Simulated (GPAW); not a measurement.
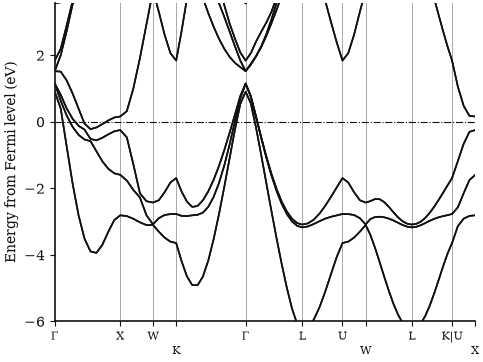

Band structure. Energies are counted from the Fermi level.

System: rocksalt HfC, space group Fm-3m (No. 225), 2 atoms in the primitive cell; cubic a = 4.650 Å.

Method: r2SCAN, GPAW PAW data sets (gpaw-data 1.2.1), spin-orbit coupling, no magnetisation, 8×8×8 k mesh, 800 eV cutoff, Fermi-Dirac smearing of 0.05 eV (GPAW).

### Is there a gap at the Fermi level?

A metal: 8 spinor bands cross the Fermi level along this path (the two partners of a degenerate pair count as two).

### On which lines of the path do bands cross the Fermi level?

Bands cross the Fermi level on Γ–X, K–Γ and Γ–L, and not on X–W, W–K, L–U, U–W, W–L, L–K and U–X.

Spin-orbit coupling was added after a scalar SCF, so levels and gaps hold it while energy, forces, pressure and moments don't. This program's spin-orbit splittings come out too wide for heavy elements. The PAW data sets were made with another functional. The k mesh is thin for a metal, so its Fermi level is uncertain. Bands are joined in order of energy, so crossings between the computed points show as kinks or gaps.
